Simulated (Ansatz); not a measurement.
## Run report: InP, geometry relaxation

InP (2 atoms in the cell), computed with DFT PBE, scalar-relativistic, plane waves, PAW, no spin polarisation (Ansatz 0.2.0).

The structure derives from an entry of the Crystallography Open Database. Figures and captions count atoms from 1; the log counts them from 0 in places.

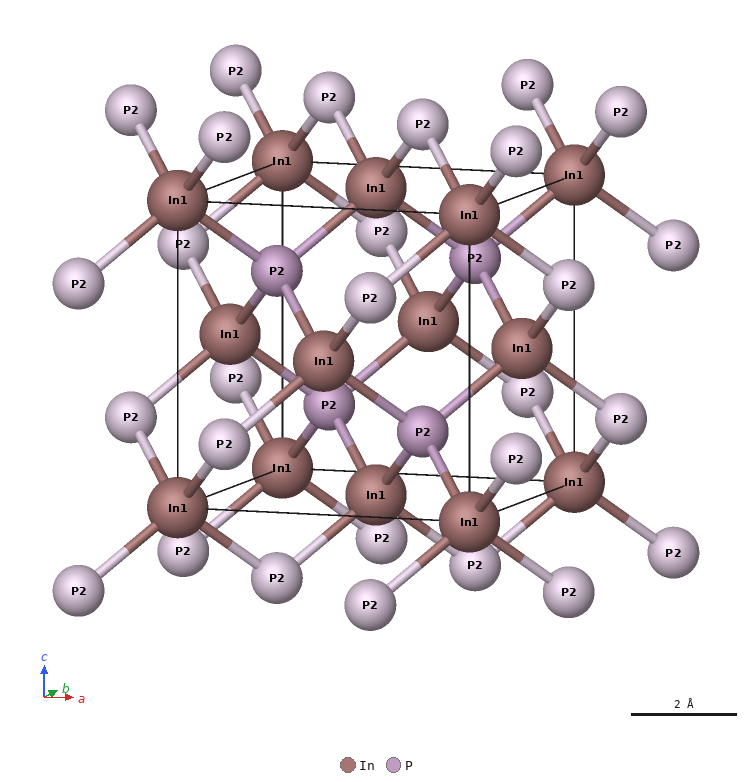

**Figure 1.** The input geometry (ball-and-stick view of the cell 4 times as large as that of the calculation, set on its symmetry axes, seen slightly off an axis; neighbours outside the cell are drawn fainter; atoms are numbered from 1 in the order of the input). Near neighbours in the crystal (not all of them lie inside the picture): In has 4 P at 2.58 Å; P has 4 In at 2.58 Å.

### Summary

- outcome: converged
- space group (tolerance 0.01 Å): F-43m (216)
- electrons treated: 18
- free energy: −6354.0083 eV
- Fermi energy: 6.379 eV
- gap on the k-point mesh: 0.44 eV
- pressure: 0.00 GPa
- final volume: 52.91 Å³
- largest force (length of the vector) at the end: under 0.001 eV/Å
- final cell: a = 4.214 Å, b = 4.214 Å, c = 4.214 Å, α = 60.00°, β = 60.00°, γ = 60.00°
- hardware: 1 thread of Arm Neoverse V1, 24 GiB of memory available, shared host
- wall time: 12 s
- peak memory: 0.34 GiB

### Input
```yaml
crystal:
  lattice:
    - [0.0, 2.9800342122, 2.9800342122]
    - [2.9800342122, 0.0, 2.9800342122]
    - [2.9800342122, 2.9800342122, 0.0]
  atoms:
    - { symbol: In, position: [0.0, 0.0, 0.0] }
    - { symbol: P, position: [0.25, 0.25, 0.25] }
basis:
  ecutwfc: 420
kpoints:
  mp_grid: { grid: [10, 10, 10] }
hamiltonian:
  xc: pbe
scf:
  occupations: { method: fixed }
output:
  forces: true
  stress: true
  eigenvalues: true
relax:
  adjacent_minimum: "off"
  f_tol: 0.001
  max_steps: 60
  cell: { stress_tol: 0.01 }
```

Command:
```bash
ansatz run input.yaml --threads 1 --pin off --max-ram 2560MiB --backend cpu --events-out ev --progress --plain --runs-dir out
```

### Output
```
Engine: ansatz 0.2.0, aarch64-unknown-linux-gnu
Pseudopotentials: kind: paw
Pseudopotential: In, paw, valence charge 13, recommended cutoff 420 eV (normal), In.paw.azcp
Pseudopotential: P, paw, valence charge 5, recommended cutoff 420 eV (normal), P.paw.azcp
Functional definition: PBE
  parameter kappa = 0.804
  parameter beta = 0.06672455060314922
  exchange = pbe_x(kappa = kappa, mu = beta*pi^2/3)
  correlation = pbe_c(beta = beta)
Crystal: 2 atoms, lattice volume = 52.929 Å³
Basis set: ecut = 420 eV, 1037 PW (Γ), exchange–correlation on 60×60×60 points (8 copies of the dense FFT grid, shifted against one another)
Bands: 13, of which v1, the nominal top of the filled ones, is band 9 counted from 1 (8 counted from 0)
Symmetry: 24 space group operations
Space group: F-43m (ITA 216), of the structure as read, at distance tolerance 3.8e-5 Å
k-points: 47 of 1000 (time reversal used)
Non-local potential: In, projectors of the file, l = 0: 2, l = 1: 2, l = 2: 2, l = 3: 2
Non-local potential: P, projectors of the file, l = 0: 2, l = 1: 2, l = 2: 2
PAW form: soft (Blöchl's): semilocal exchange-correlation on the pseudo side does not see the compensation charge
PAW one-centre angular grid: In, 590 points (default); XC on 64 Gauss nodes
PAW one-centre angular grid: P, 110 points (default); XC on 64 Gauss nodes
Initial density: superposition of atomic densities (neutral atoms: chi_scale 0, normalization atom), corrected by the library's trained network
Initial wavefunctions: pseudopotential atomic-orbital guess
Functional: x = pbe(κ = 0.804, μ = 0.2195149727645171), c = pbe(β = 0.06672455060314922)
SCF iter   1: F=—  HF=-6354.010505 eV  |F-HF|=—  |Δ(HF+E_count)|=         —  Δρ=1.96e-3  dr2=4.57e-3  ethr=1.77e-3  ⟨swp⟩=5.0  Hψ=3219  notcnv=0  defer=85
preconditioner: auto → none  [insulator: Δε(μ)=0.426 eV  Ē_g=14.544 eV  n_scr=14 (ndim 8)  ℏωp=21.7 eV  f_vac=0.030  ε∞_Penn≈3.2]
SCF iter   2: F=—  HF=-6354.008458 eV  |F-HF|=—  |Δ(HF+E_count)|=   2.05e-3  Δρ=1.17e-3  dr2=7.53e-4  ethr=2.54e-5  ⟨swp⟩=3.0  Hψ=1595  notcnv=0  defer=91
SCF iter   3: F=—  HF=-6354.008278 eV  |F-HF|=—  |Δ(HF+E_count)|=   1.80e-4  Δρ=3.53e-4  dr2=7.27e-5  ethr=4.18e-6  ⟨swp⟩=2.0  Hψ=1131  notcnv=0  defer=89
SCF iter   4: F=—  HF=-6354.008337 eV  |F-HF|=—  |Δ(HF+E_count)|=   5.93e-5  Δρ=1.08e-4  dr2=5.11e-6  ethr=4.04e-7  ⟨swp⟩=2.1  Hψ=1153  notcnv=0  defer=87
SCF iter   5: F=—  HF=-6354.008342 eV  |F-HF|=—  |Δ(HF+E_count)|=   4.95e-6  Δρ=7.88e-5  dr2=2.92e-6  ethr=2.84e-8  ⟨swp⟩=2.0  Hψ=1036  notcnv=0  defer=89
SCF iter   6: F=-6354.008341 eV  HF=-6354.008341 eV  |F-HF|=1.59e-8  |Δ(HF+E_count)|=   8.78e-7  Δρ=8.27e-6  dr2=3.03e-8  ethr=5.56e-10  ⟨swp⟩=8.7  Hψ=4390  notcnv=0
SCF 1 converged in 6 iterations: F = -6354.008341 eV  dr2 = 3.03e-8
  greatest PAW one-centre occupation: 0.981 electrons in one spin orbital (limit 2), on the In atom at site 0 (counted from 0), in its partial waves of l = 2
relax step   1: F+E_penalty+E_count = -6354.00834097 eV  Δ(F+E_penalty+E_count) = +0.000e0 eV  max|allowed force component| = 2.591e-16 eV/Å  Δτ_max = 0.0000 Å  P = -0.020 GPa  Ω = 52.929 Å³  (6 SCF iters, dr2 threshold 1.00e-7 eV, accepted)
Crystal: 2 atoms, lattice volume = 52.908 Å³
Initial density: handed on by an earlier stage of this run
Initial wavefunctions: those handed on with the density
iter 1 solved again at ethr=1.03e-9 eV; its pass at ethr=3.10e-3 eV (dr2=1.86e-7 eV) is discarded
SCF iter   1: F=—  HF=-6354.008345 eV  |F-HF|=—  |Δ(HF+E_count)|=         —  Δρ=1.63e-5  dr2=2.16e-7  ethr=1.03e-9  ⟨swp⟩=2.7  Hψ=3567  notcnv=0
preconditioner: auto → none  [insulator: Δε(μ)=0.443 eV  Ē_g=14.530 eV  n_scr=14 (ndim 8)  ℏωp=21.7 eV  f_vac=0.019  ε∞_Penn≈3.2]
SCF iter   2: F=—  HF=-6354.008347 eV  |F-HF|=—  |Δ(HF+E_count)|=   1.50e-6  Δρ=6.96e-6  dr2=2.48e-8  ethr=1.03e-9  ⟨swp⟩=3.0  Hψ=1069  notcnv=0
SCF iter   3: F=—  HF=-6354.008347 eV  |F-HF|=—  |Δ(HF+E_count)|=   3.44e-9  Δρ=2.93e-6  dr2=4.11e-9  ethr=1.38e-10  ⟨swp⟩=2.9  Hψ=1019  notcnv=0
SCF iter   4: F=-6354.008347 eV  HF=-6354.008347 eV  |F-HF|=1.82e-11  |Δ(HF+E_count)|=  6.73e-11  Δρ=3.18e-7  dr2=2.65e-11  ethr=5.37e-12  ⟨swp⟩=7.1  Hψ=3556  notcnv=0
SCF 2 converged in 4 iterations: F = -6354.008347 eV  dr2 = 2.65e-11
relax step   2: F+E_penalty+E_count = -6354.00834652 eV  Δ(F+E_penalty+E_count) = -5.553e-6 eV  max|allowed force component| = 1.110e-16 eV/Å  Δτ_max = 0.0000 Å  P = +0.004 GPa  Ω = 52.908 Å³  energy of the carried Pulay correction = +4.506e-6 eV  (4 SCF iters, dr2 threshold 9.67e-10 eV, accepted)
Initial wavefunctions: pseudopotential atomic-orbital guess (no wavefunctions were taken with the density)
iter 1 solved again at ethr=1.14e-6 eV; its pass at ethr=3.10e-3 eV (dr2=2.06e-4 eV) is discarded
SCF iter   1: F=—  HF=-6354.008346 eV  |F-HF|=—  |Δ(HF+E_count)|=         —  Δρ=3.30e-6  dr2=2.84e-9  ethr=1.14e-6  ⟨swp⟩=2.8  Hψ=4809  notcnv=0  defer=92
eigensolver tolerance schedule: the retry pair's looser diagonalisation over-reported the residual by 72596.38 of it (diagonalisation noise at an unbounded share of the residual, at the tolerance the schedule requests for it); recorded, not acted on — ethr = c·dr2/N_el stays at c = 1.0e-1
SCF iter   2: F=—  HF=-6354.008347 eV  |F-HF|=—  |Δ(HF+E_count)|=   1.01e-6  Δρ=3.12e-6  dr2=3.34e-9  ethr=1.58e-11  ⟨swp⟩=3.9  Hψ=1537  notcnv=0  defer=89
SCF iter   3: F=—  HF=-6354.008347 eV  |F-HF|=—  |Δ(HF+E_count)|=   1.33e-9  Δρ=1.62e-6  dr2=7.30e-10  ethr=1.58e-11  ⟨swp⟩=2.0  Hψ=841  notcnv=0  defer=89
SCF iter   4: F=—  HF=-6354.008347 eV  |F-HF|=—  |Δ(HF+E_count)|=  2.51e-10  Δρ=1.00e-6  dr2=2.67e-10  ethr=4.05e-12  ⟨swp⟩=2.0  Hψ=900  notcnv=0  defer=89
SCF iter   5: F=—  HF=-6354.008347 eV  |F-HF|=—  |Δ(HF+E_count)|=  1.07e-10  Δρ=4.97e-7  dr2=6.25e-11  ethr=1.48e-12  ⟨swp⟩=2.8  Hψ=940  notcnv=0  defer=89
SCF iter   6: F=—  HF=-6354.008347 eV  |F-HF|=—  |Δ(HF+E_count)|=  2.46e-11  Δρ=2.12e-7  dr2=1.16e-11  ethr=3.47e-13 (applied; sched 1.00e-12)  ⟨swp⟩=2.0  Hψ=848  notcnv=0  defer=89
SCF iter   7: F=—  HF=-6354.008347 eV  |F-HF|=—  |Δ(HF+E_count)|=  6.37e-12  Δρ=1.13e-7  dr2=3.31e-12  ethr=6.46e-14 (applied; sched 1.00e-12)  ⟨swp⟩=2.3  Hψ=955  notcnv=0  defer=89
SCF iter   8: F=-6354.008347 eV  HF=-6354.008347 eV  |F-HF|=5.46e-12  |Δ(HF+E_count)|=  1.82e-12  Δρ=4.55e-8  dr2=5.41e-13  ethr=1.00e-12  ⟨swp⟩=8.8  Hψ=4040  notcnv=0
SCF 3 converged in 8 iterations: F = -6354.008347 eV  dr2 = 5.41e-13
relax step   3: F+E_penalty+E_count = -6354.00834652 eV  Δ(F+E_penalty+E_count) = +1.055e-10 eV  max|allowed force component| = 1.411e-16 eV/Å  Δτ_max = 0.0000 Å  P = +0.004 GPa  Ω = 52.908 Å³  stress off target by 3.58e-3 GPa  SCF on the basis re-selected at this cell (its energy is not comparable with the rows above)  (8 SCF iters)
```

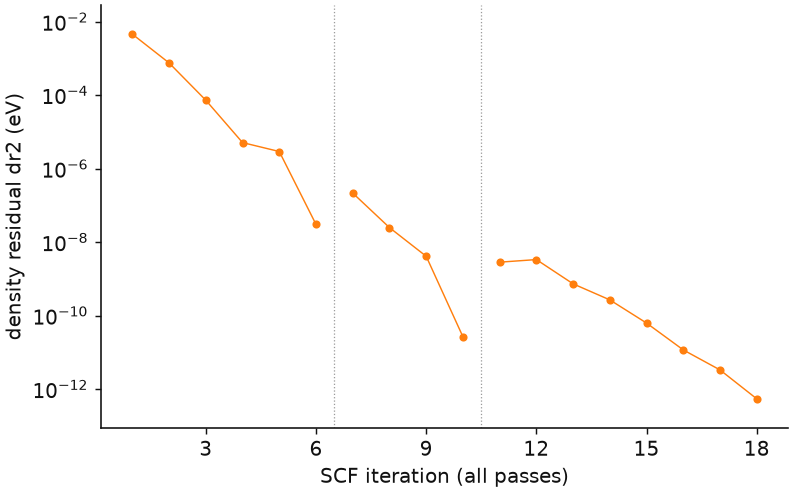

**Figure 2.** Convergence of the self-consistent field: density residual dr2 against the SCF iteration. The dotted lines part the SCF passes of the relaxation: geometry steps, rejected trials and re-solves on a re-selected basis. The passes take 6, 4 and 8 iterations.

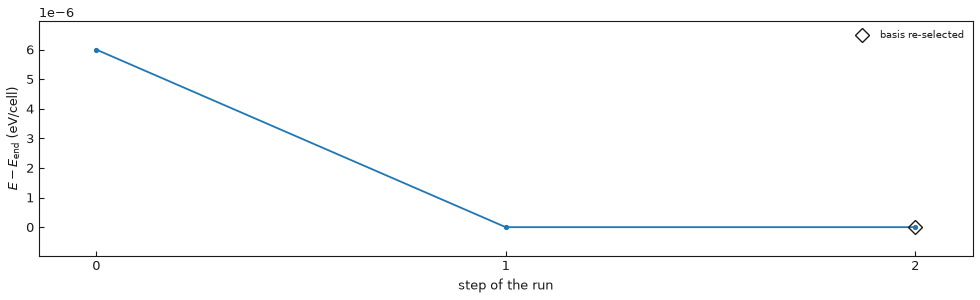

**Figure 3.** Progress of the relaxation, step by step (the first geometry is step 0 here and step 1 in the log). The atoms keep their places (all moves are under 0.005 Å). The lattice vectors keep their values. The space group stays F-43m (No. 216). The energy falls by next to nothing (0.0 meV per cell of the calculation) in 1 geometry step. All forces vanish by symmetry, so only the cell relaxes. Pressure: −0.02 GPa at the start and 0.00 GPa at the end. A last SCF at the same geometry on a re-selected plane-wave basis shifts the energy by next to nothing (0.0 meV per cell of the calculation).

```
basis re-selected at this cell: Δ(F+E_penalty+E_count) = +1.055e-10 eV, ΔP = -0.000 GPa vs the last step (what re-selecting the basis moved, of the pressure what is left beyond the Pulay correction that the steps carried, after the strain that the cell walked since its last selection, with what the two solves' SCF thresholds leave and, on support functions, any second-order correction that the steps lacked; it is no measure of the basis error at this ecutwfc). This SCF's stress stands 3.58e-3 GPa from its target on what of the cell is left free (relax.cell.stress_tol is 1.00e-2 GPa) and its largest allowed force component is 1.41e-16 eV/Å (relax.f_tol is 1.00e-3 eV/Å): within both
SCF converged after 8 iterations
Free energy (F): -6354.008347 eV
Harris-Foulkes:  -6354.008347 eV  (|F-HF|=5.46e-12)
Internal energy: -6354.008347 eV  (E = F + TS)
E sigma→0 (E₀):  -6354.008347 eV
Fermi energy:    6.378655 eV
--- Per-component energies (eV) ---
  E_band       = -61.172740
  E_kinetic    = 312.196784
  E_local      = -1428.232164  (includes V_loc(G=0)·N_el)
  E_nonlocal   = 401.289648
  E_hartree    = 562.442329
  E_xc         = -276.002142
  E_vxc        = -159.065115  (∫ρ·V_xc dr)
  E_paw        = -4725.128601  (= ΣΔE_a)
  E_vpaw       = -312.246551  (= ΣTr[D̂ρ^β])
  E_aug_tail   = 0.000028  (compensation charges beyond the density's cutoff)
  E_ewald      = -1200.574228
  E_smearing   = -0.000000  (= −TS)
  E_closure    = -0.000000  (closes the sum)
  Σ components = -6354.008347   (vs F -6354.008347, Δ=0.00e0)
--- Forces (eV/Å), atoms counted from 1 ---
  atom   1  In    -0.00000000    -0.00000000    -0.00000000
  atom   2  P      0.00000000     0.00000000     0.00000000
  max |Σ_I F_I| component: 1.06e-16 eV/Å
--- Stress (GPa, compression-positive) ---
        0.003584       0.000000       0.000000
        0.000000       0.003584       0.000000
        0.000000       0.000000       0.003584
  P = ⅓ Tr σ = 0.0036 GPa (0.036 kbar)
--- Band table (eV; the first three rows and the last of 47) ---
  k-point 0: bands = ["-7.7161", "-7.7161", "-7.7161", "-7.5873", "-7.5873", "-4.8082", "6.3787", "6.3787", "6.3787", "6.8217", "10.4660", "10.4660", "10.4660"]
  k-point 1: bands = ["-7.7260", "-7.7119", "-7.7119", "-7.5873", "-7.5873", "-4.7022", "5.1920", "6.2650", "6.2650", "7.6760", "10.5097", "10.6409", "10.6409"]
  k-point 2: bands = ["-7.7512", "-7.7019", "-7.7019", "-7.5863", "-7.5863", "-4.3982", "3.7346", "6.0051", "6.0051", "8.0518", "10.9962", "10.9962", "11.0589"]
  k-point 46: bands = ["-7.8460", "-7.6616", "-7.6346", "-7.6068", "-7.5721", "-2.5890", "0.9651", "3.6825", "3.7301", "10.1687", "10.2656", "12.3940", "12.9109"]
--- Relaxed structure (2 steps of the walk, 2 accepted, 1 SCFs on fresh bases) ---
  F+E_penalty+E_count = -6354.00834652 eV   max|allowed force component| = 1.411e-16 eV/Å   (the final SCF, on the basis selected at the relaxed cell)
  cell:  # Å, volume = 52.9083 Å³
    - [4.585834829606032e-34, 2.9796455308741505, 2.9796455308741505]
    - [2.9796455308741505, 5.757770397172016e-33, 2.9796455308741505]
    - [2.9796455308741505, 2.9796455308741505, 6.114446439474708e-33]
  atoms:
    - { symbol: In, position: [-1.1040579024871664e-33, 1.1040579024871664e-33, 1.136371792316059e-33] }
    - { symbol: P, position: [0.24999999999999997, 0.24999999999999997, 0.24999999999999997] }
```

### Trajectory as extended XYZ (Å, eV, eV/Å), 3 frames, from step=1 to step=3
```
2
Lattice="0.0000 2.9800 2.9800 2.9800 0.0000 2.9800 2.9800 2.9800 0.0000" Properties=species:S:1:pos:R:3:forces:R:3 step=1 energy=-6354.00834 pressure_GPa=-0.02
In    0.0000    0.0000    0.0000    0.0000   0.0000   0.0000
P     1.4900    1.4900    1.4900    0.0000   0.0000   0.0000
2
Lattice="0.0000 2.9796 2.9796 2.9796 0.0000 2.9796 2.9796 2.9796 0.0000" Properties=species:S:1:pos:R:3:forces:R:3 step=2 energy=-6354.00835 pressure_GPa=0.00
In    0.0000    0.0000    0.0000    0.0000   0.0000   0.0000
P     1.4898    1.4898    1.4898    0.0000   0.0000   0.0000
2
Lattice="0.0000 2.9796 2.9796 2.9796 0.0000 2.9796 2.9796 2.9796 0.0000" Properties=species:S:1:pos:R:3:forces:R:3 step=3 energy=-6354.00835 pressure_GPa=0.00
In    0.0000    0.0000    0.0000    0.0000   0.0000   0.0000
P     1.4898    1.4898    1.4898    0.0000   0.0000   0.0000
```
